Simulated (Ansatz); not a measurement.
**Geometry relaxation, with input and output: Ni (part 2 of 2)**

Continued. System: Ni (P6₃/mmc, 2 atoms in the cell). Method: DFT, PBE, PAW with Ansatz's default frozen-core files, scalar-relativistic, spin-polarised (Ansatz 0.2.0); cutoff 420 eV, 18×18×10 k-mesh, Fermi–Dirac smearing of 0.1 eV, collinear spins. The structure was built on a prototype by a generator; it need not be a known phase. Its volume is 0.91 times that of the source entry. It belongs to a series of runs on one base structure; here: hcp relaxed under pressure, PAW files.

Geometry of the input (Å; fractional positions):
```
2.4199  0.0000  0.0000
-1.2100  2.0957  0.0000
0.0000  0.0000  3.9203
Ni 0.3333  0.6667  0.2500
Ni 0.6667  0.3333  0.7500
```

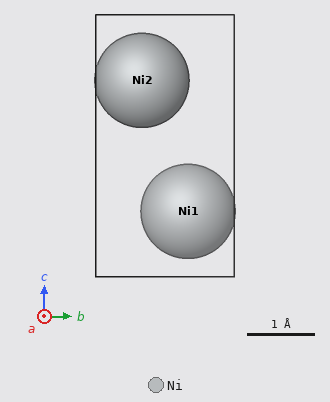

The geometry at step 3 of the log (spheres-only view of the cell of the calculation, along the a axis; atoms are numbered from 1 in the order of the input).

## The program's output, continued
```
SCF iter   1: F=—  HF=-11679.325772 eV  |F-HF|=—  |Δ(HF+E_count)|=         —  Δρ=1.82e-4 (↑1.82e-4 ↓1.40e-4)  dr2=4.39e-7  dr2_m=8.45e-8  M=1.198 μB ∫|m|=1.348 μB  β_m=0.65  ethr=2.01e-9  ⟨swp⟩=4.3  Hψ=75901  notcnv=0
preconditioner: auto → none  [metal: Δε(μ)=0.001 eV  Ē_g=10.857 eV  σ=0.100 eV  W_gap=0.00  n_scr=2 (ndim 8)  ℏωp=37.2 eV  f_vac=0.000  D(μ)=3.58/eV (n_scr^D=66)]
SCF iter   2: F=—  HF=-11679.325803 eV  |F-HF|=—  |Δ(HF+E_count)|=   3.14e-5  Δρ=6.37e-5 (↑6.37e-5 ↓4.89e-5)  dr2=5.28e-8  dr2_m=1.01e-8  M=1.198 μB ∫|m|=1.348 μB  β_m=0.64  ethr=1.22e-9  ⟨swp⟩=1.0  Hψ=10212  notcnv=0
SCF iter   3: F=—  HF=-11679.325808 eV  |F-HF|=—  |Δ(HF+E_count)|=   4.38e-6  Δρ=2.67e-6 (↑1.63e-6 ↓2.67e-6)  dr2=2.55e-10  dr2_m=2.85e-10  M=1.198 μB ∫|m|=1.348 μB  β_m=0.81  ethr=1.47e-10  ⟨swp⟩=1.1  Hψ=10322  notcnv=0
SCF iter   4: F=—  HF=-11679.325808 eV  |F-HF|=—  |Δ(HF+E_count)|=   3.37e-9  Δρ=1.30e-6 (↑6.22e-7 ↓1.30e-6)  dr2=3.83e-10  dr2_m=2.66e-11  M=1.198 μB ∫|m|=1.348 μB  β_m=0.79  ethr=1.00e-12  ⟨swp⟩=2.1  Hψ=17724  notcnv=0
SCF iter   5: F=—  HF=-11679.325808 eV  |F-HF|=—  |Δ(HF+E_count)|=  1.09e-11  Δρ=5.98e-7 (↑5.98e-7 ↓2.72e-7)  dr2=5.79e-11  dr2_m=1.00e-11  M=1.198 μB ∫|m|=1.348 μB  β_m=0.73  ethr=1.00e-12  ⟨swp⟩=2.3  Hψ=17526  notcnv=0
SCF iter   6: F=—  HF=-11679.325808 eV  |F-HF|=—  |Δ(HF+E_count)|=  2.91e-11  Δρ=1.40e-7 (↑1.40e-7 ↓1.34e-7)  dr2=1.66e-13  dr2_m=3.30e-12  M=1.198 μB ∫|m|=1.348 μB  β_m=0.87  ethr=1.00e-12  ⟨swp⟩=1.0  Hψ=10212  notcnv=0
SCF iter   7: F=-11679.325808 eV  HF=-11679.325808 eV  |F-HF|=0.00e0  |Δ(HF+E_count)|=  1.82e-11  Δρ=3.12e-8 (↑1.83e-8 ↓3.12e-8)  dr2=8.30e-14  dr2_m=7.02e-14  M=1.198 μB ∫|m|=1.348 μB  ethr=1.00e-12  ⟨swp⟩=4.1  Hψ=43953  notcnv=0
SCF 6 converged in 7 iterations: F = -11679.325808 eV  dr2 = 8.30e-14
relax step   6: F+E_penalty+E_count = -11679.32580779 eV  Δ(F+E_penalty+E_count) = -1.760e-5 eV  max|allowed force component| = 3.701e-17 eV/Å  Δτ_max = 0.0000 Å  P = +22.996 GPa  Ω = 19.929 Å³  stress off target by 1.24e-2 GPa  SCF on the basis re-selected at this cell (its energy is not comparable with the rows above)  (7 SCF iters)
```

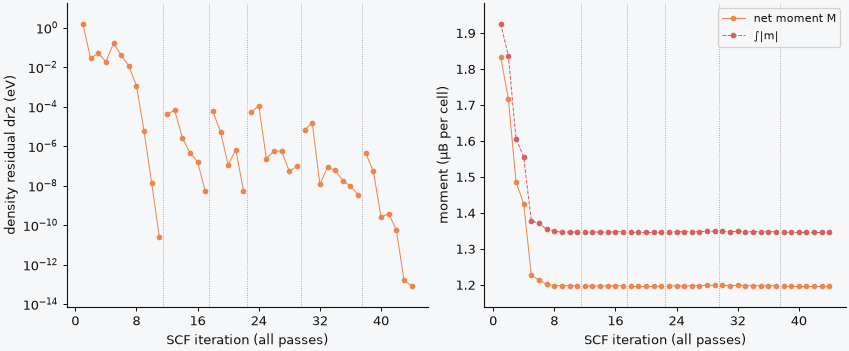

Convergence of the self-consistent field: density residual dr2 and magnetic moment against the SCF iteration. The dotted lines part the SCF passes of the relaxation: geometry steps, rejected trials and re-solves on a re-selected basis. The 6 passes take 5 to 11 iterations each, 44 in all. The net moment goes from 1.8 to 1.2 μB per cell.

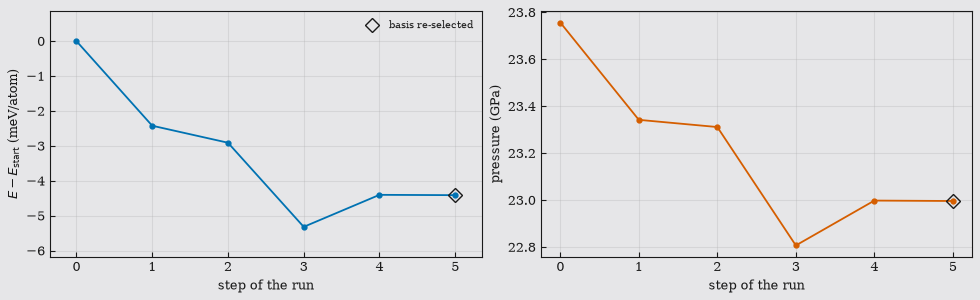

Progress of the relaxation, step by step (the first geometry is step 0 here and step 1 in the log).

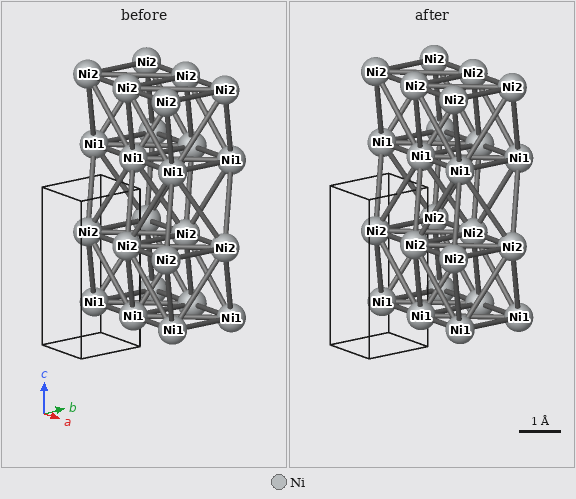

Before (left) and after (right) the relaxation, at one scale (ball-and-stick view of the cell of the calculation, repeated 3 × 2 × 2, seen slightly off an axis). No atom moves by more than 0.005 Å relative to the cell. Cell: a = b 2.420 → 2.412 Å (−0.3 %), c 3.920 → 3.956 Å (+0.9 %). Volume +0.2 %. Among the contacts that change: Ni1–Ni2 2.407 → 2.419 Å, Ni1–Ni1 2.420 → 2.412 Å. The space group stays P6_3/mmc (No. 194). Over 4 geometry steps the energy falls by 4.4 meV per atom. All forces vanish by symmetry, so only the cell relaxes. Pressure: 23.76 GPa at the start and 23.00 GPa at the end. A last SCF at the same geometry on a re-selected plane-wave basis shifts the energy by next to nothing (0.0 meV per atom). (Atoms are counted from 1 in the order of the input.)

```
basis re-selected at this cell: Δ(F+E_penalty+E_count) = -1.760e-5 eV, ΔP = -0.002 GPa vs the last step (what re-selecting the basis moved, of the pressure what is left beyond the Pulay correction that the steps carried, after the strain that the cell walked since its last selection, with what the two solves' SCF thresholds leave and, on support functions, any second-order correction that the steps lacked; it is no measure of the basis error at this ecutwfc). This SCF's stress stands 1.24e-2 GPa from its target on what of the cell is left free (relax.cell.stress_tol is 3.00e-2 GPa) and its largest allowed force component is 3.70e-17 eV/Å (relax.f_tol is 5.00e-3 eV/Å): within both
SCF converged after 7 iterations
Magnetization: 1.1982 μB (18.5991 up, 17.4009 down)
Absolute magnetization: 1.3497 μB (∫|ρ↑−ρ↓|, with the PAW one-centre terms)
Spin contamination: 0.0106 ħ² per cell (⟨S²⟩ above its minimum at these occupations)
Per-site moments (μB) at R_I (Å): [(0.6320823818152632, 0.9948866103161452), (0.6320823818152632, 0.9948866103161452)]
Free energy (F): -11679.325808 eV
Harris-Foulkes:  -11679.325808 eV  (|F-HF|=0.00e0)
Internal energy: -11679.211505 eV  (E = F + TS)
E sigma→0 (E₀):  -11679.268656 eV
Entropy (-TS):   -0.114303 eV (-57.151 meV/atom)
Fermi energy:    20.299998 eV
--- Per-component energies (eV) ---
  E_band       = -499.555994
  E_kinetic    = 568.134158
  E_local      = -6583.241159  (includes V_loc(G=0)·N_el)
  E_nonlocal   = 1270.026429
  E_hartree    = 2757.091455
  E_xc         = -171.440353
  E_vxc        = -221.202976  (∫ρ·V_xc dr)
  E_paw        = -3257.937536  (= ΣΔE_a)
  E_vpaw       = -1047.456788  (= ΣTr[D̂ρ^β])
  E_aug_tail   = 0.001424  (compensation charges beyond the density's cutoff)
  E_ewald      = -6261.845923
  E_smearing   = -0.114303  (= −TS)
  E_closure    = -0.000000  (closes the sum)
  Σ components = -11679.325808   (vs F -11679.325808, Δ=0.00e0)
--- Forces (eV/Å), atoms counted from 1 ---
  atom   1  Ni     0.00000000     0.00000000     0.00000000
  atom   2  Ni     0.00000000    -0.00000000     0.00000000
  max |Σ_I F_I| component: 0.00e0 eV/Å
--- Stress (GPa, compression-positive) ---
       23.000484      -0.000000       0.000000
       -0.000000      23.000484       0.000000
        0.000000       0.000000      22.987628
  P = ⅓ Tr σ = 22.9962 GPa (229.962 kbar)
--- Band table (eV; the first three rows and the last of 444) ---
  k-point 0 ↑: bands = ["-83.5058", "-83.4568", "-44.0077", "-43.7652", "-43.7652", "-43.7235", "-43.7235", "-43.7095", "10.5237", "14.8985", "17.6212", "17.7279", "17.7279", "18.0394", "18.0394", "18.5024", "18.5024", "19.5870", "19.5870", "19.6698", "26.5019", "43.4301", "46.2059"]
  k-point 1 ↑: bands = ["-83.5046", "-83.4580", "-44.0005", "-43.7642", "-43.7642", "-43.7245", "-43.7245", "-43.7169", "10.6278", "14.8572", "17.5945", "17.7048", "17.7048", "18.0135", "18.0135", "18.5608", "18.5608", "19.2826", "19.5803", "19.5803", "27.1182", "43.3909", "45.4828"]
  k-point 2 ↑: bands = ["-83.5011", "-83.4615", "-43.9796", "-43.7612", "-43.7612", "-43.7383", "-43.7275", "-43.7275", "10.9363", "14.6952", "17.5200", "17.6603", "17.6603", "17.9439", "17.9439", "18.4742", "18.7075", "18.7075", "19.5547", "19.5547", "28.6478", "42.8125", "43.8852"]
  k-point 221 ↓: bands = ["-82.6486", "-82.6486", "-43.1908", "-43.1908", "-43.1362", "-43.1362", "-42.9970", "-42.9970", "16.9015", "16.9015", "16.9070", "16.9070", "17.7244", "17.7244", "19.0985", "19.0985", "20.3553", "20.3553", "26.3260", "26.3260", "28.0166", "28.0166", "30.3261"]
--- Relaxed structure (5 steps of the walk, 5 accepted, 1 SCFs on fresh bases) ---
  F+E_penalty+E_count = -11679.32580779 eV   max|allowed force component| = 3.701e-17 eV/Å   (the final SCF, on the basis selected at the relaxed cell)
  cell:  # Å, volume = 19.9287 Å³
    - [2.41184632803914, 3.4407670125903267e-34, 0.0]
    - [-1.20592316401957, 2.088720190106112, 0.0]
    - [0.0, 0.0, 3.9559396068755106]
  atoms:
    - { symbol: Ni, position: [0.3333333333333332, 0.6666666666666664, 0.24999999999999997] }
    - { symbol: Ni, position: [0.6666666666666665, 0.3333333333333332, 0.7499999999999999] }
```

## File rho_z.tsv
```
# z_ang	rho[e/angstrom^3]	rho_spin[e/angstrom^3]
# format = ansatz-planar-average/11
# lattice	2.411846328	0.000000000	0.000000000
# lattice	-1.205923164	2.088720190	0.000000000
# lattice	0.000000000	0.000000000	3.955939607
# sites	2
# site	28	-0.000000000	1.392480127	0.988984902
# site	28	1.205923164	0.696240063	2.966954705
0.000000	3.313550e-1	-5.422367e-3
0.146516	3.617757e-1	-3.417405e-3
0.293033	4.961929e-1	3.985612e-3
0.439549	8.556619e-1	2.009330e-2
0.586065	1.651560e0	5.277399e-2
0.732581	3.008505e0	1.103544e-1
0.879098	4.427467e0	1.752129e-1
1.025614	4.804731e0	1.932303e-1
1.172130	3.776311e0	1.448623e-1
1.318647	2.269832e0	7.850099e-2
1.465163	1.184079e0	3.366440e-2
1.611679	6.365835e-1	1.060493e-2
1.758195	4.103296e-1	-5.427706e-4
1.904712	3.382002e-1	-4.951903e-3
2.051228	3.382002e-1	-4.951903e-3
2.197744	4.103296e-1	-5.427706e-4
2.344261	6.365835e-1	1.060493e-2
2.490777	1.184079e0	3.366440e-2
2.637293	2.269832e0	7.850099e-2
2.783809	3.776311e0	1.448623e-1
2.930326	4.804731e0	1.932303e-1
3.076842	4.427467e0	1.752129e-1
3.223358	3.008505e0	1.103544e-1
3.369874	1.651560e0	5.277399e-2
3.516391	8.556619e-1	2.009330e-2
3.662907	4.961929e-1	3.985612e-3
3.809423	3.617757e-1	-3.417405e-3
```

## File v_z.tsv
```
# z_ang	v_es[eV]	v_tot_up[eV]	v_tot_dn[eV]
# format = ansatz-planar-average/11
# xc	pbe
# density_cutoff_ev	1680
# datasets	Ni=:simpson_from_first_knot:soft
# lattice	2.411846328	0.000000000	0.000000000
# lattice	-1.205923164	2.088720190	0.000000000
# lattice	0.000000000	0.000000000	3.955939607
# sites	2
# site	28	-0.000000000	1.392480127	0.988984902
# site	28	1.205923164	0.696240063	2.966954705
0.000000	1.912126e1	8.227763e0	8.037406e0
0.146516	1.811976e1	6.972700e0	6.822362e0
0.293033	1.500950e1	3.174827e0	3.114722e0
0.439549	1.034072e1	-2.439516e0	-2.430174e0
0.586065	5.310345e0	-8.436571e0	-8.403036e0
0.732581	1.065912e0	-1.349239e1	-1.345650e1
0.879098	-1.553978e0	-1.663149e1	-1.659613e1
1.025614	-2.104962e0	-1.729209e1	-1.725622e1
1.172130	-4.814818e-1	-1.534513e1	-1.530985e1
1.318647	3.026422e0	-1.115355e1	-1.111754e1
1.465163	7.795466e0	-5.479026e0	-5.453214e0
1.611679	1.279777e1	5.080754e-1	4.887888e-1
1.758195	1.682065e1	5.375026e0	5.267838e0
1.904712	1.887657e1	7.918290e0	7.738350e0
2.051228	1.887657e1	7.918290e0	7.738350e0
2.197744	1.682065e1	5.375026e0	5.267838e0
2.344261	1.279777e1	5.080754e-1	4.887888e-1
2.490777	7.795466e0	-5.479026e0	-5.453214e0
2.637293	3.026422e0	-1.115355e1	-1.111754e1
2.783809	-4.814818e-1	-1.534513e1	-1.530985e1
2.930326	-2.104962e0	-1.729209e1	-1.725622e1
3.076842	-1.553978e0	-1.663149e1	-1.659613e1
3.223358	1.065912e0	-1.349239e1	-1.345650e1
3.369874	5.310345e0	-8.436571e0	-8.403036e0
3.516391	1.034072e1	-2.439516e0	-2.430174e0
3.662907	1.500950e1	3.174827e0	3.114722e0
3.809423	1.811976e1	6.972700e0	6.822362e0
```

## Trajectory as extended XYZ (Å, eV, eV/Å), 6 frames, from step=1 to step=6
```
2
Lattice="2.4199 0.0000 0.0000 -1.2100 2.0957 0.0000 0.0000 0.0000 3.9203" Properties=species:S:1:pos:R:3:forces:R:3 step=1 energy=-11679.31698 pressure_GPa=23.76
Ni    0.0000    1.3972    0.9801    0.0000   0.0000   0.0000
Ni    1.2100    0.6986    2.9402    0.0000   0.0000   0.0000
2
Lattice="2.4177 0.0000 0.0000 -1.2088 2.0938 0.0000 0.0000 0.0000 3.9327" Properties=species:S:1:pos:R:3:forces:R:3 step=2 energy=-11679.32183 pressure_GPa=23.34
Ni    0.0000    1.3958    0.9832    0.0000   0.0000   0.0000
Ni    1.2088    0.6979    2.9495    0.0000   0.0000   0.0000
2
Lattice="2.4106 0.0000 0.0000 -1.2053 2.0877 0.0000 0.0000 0.0000 3.9558" Properties=species:S:1:pos:R:3:forces:R:3 step=3 energy=-11679.32280 pressure_GPa=23.31
Ni    0.0000    1.3918    0.9890    0.0000   0.0000   0.0000
Ni    1.2053    0.6959    2.9669    0.0000   0.0000   0.0000
2
Lattice="2.4124 0.0000 0.0000 -1.2062 2.0892 0.0000 0.0000 0.0000 3.9567" Properties=species:S:1:pos:R:3:forces:R:3 step=4 energy=-11679.32762 pressure_GPa=22.81
Ni    0.0000    1.3928    0.9892    0.0000   0.0000   0.0000
Ni    1.2062    0.6964    2.9675    0.0000   0.0000   0.0000
2
Lattice="2.4118 0.0000 0.0000 -1.2059 2.0887 0.0000 0.0000 0.0000 3.9559" Properties=species:S:1:pos:R:3:forces:R:3 step=5 energy=-11679.32579 pressure_GPa=23.00
Ni    0.0000    1.3925    0.9890    0.0000   0.0000   0.0000
Ni    1.2059    0.6962    2.9670    0.0000   0.0000   0.0000
2
Lattice="2.4118 0.0000 0.0000 -1.2059 2.0887 0.0000 0.0000 0.0000 3.9559" Properties=species:S:1:pos:R:3:forces:R:3 step=6 energy=-11679.32581 pressure_GPa=23.00
Ni    0.0000    1.3925    0.9890    0.0000   0.0000   0.0000
Ni    1.2059    0.6962    2.9670    0.0000   0.0000   0.0000
```

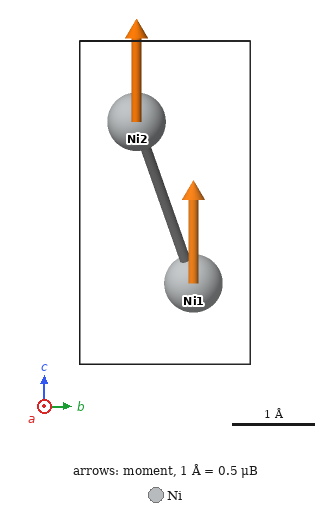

Magnetic moments of the sites as orange arrows (ball-and-stick view of the cell of the calculation, along the a axis; atoms are numbered from 1 in the order of the input); small moments hardly show. The run is collinear, so the axis drawn is arbitrary. Site moments: Ni1, Ni2 (0.63 μB). They are counted near the atoms and needn't add up to the moment of the cell.

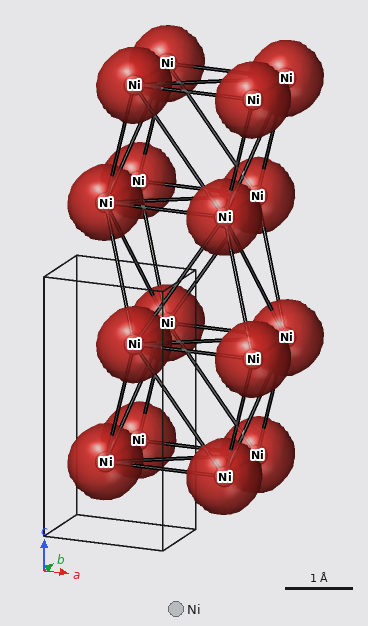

Isosurface of the spin density at +0.2 e/Å³ (red), seen slightly off an axis. Sticks mark near contacts. The outline is the cell set on symmetry axes. The cell of the calculation (2 atoms) carries 1.2 μB net. Core electrons are frozen (PAW), so the fields are smoothed inside the atomic spheres.

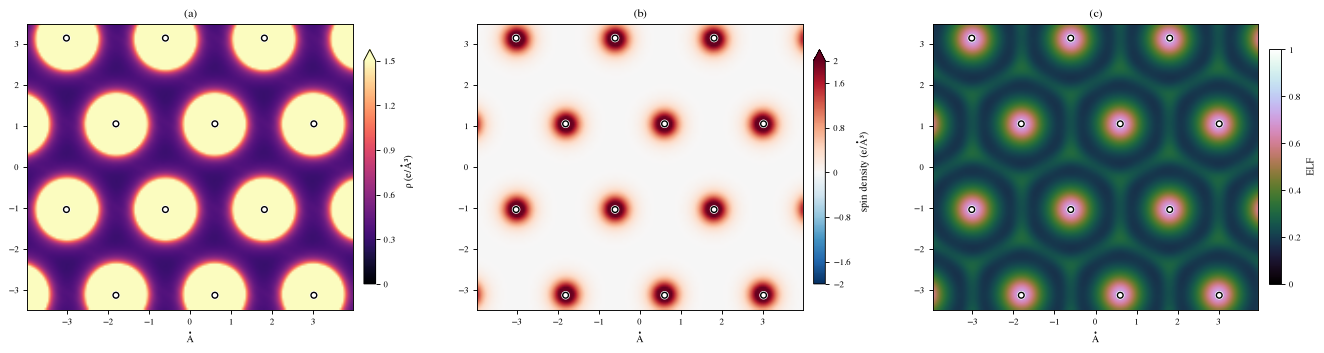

(a) valence electron density; (b) spin density (up minus down); (c) electron localisation function on the (001) plane of the conventional cell. Circles mark the nuclei in the plane (Ni). The section cuts through Ni sites. Ni–Ni (2.41 Å): ρ at the midpoint is about 0.38 e/Å³; the ELF is about 0.25 at the midpoint (no localised pair between them). Away from the nuclei the density in this plane falls to 0.29 e/Å³ at its lowest. The strong features right at Ni lie inside the PAW spheres (semicore, d or f shells) and say nothing about bonding. The cell of the calculation (2 atoms) carries 1.2 μB net.
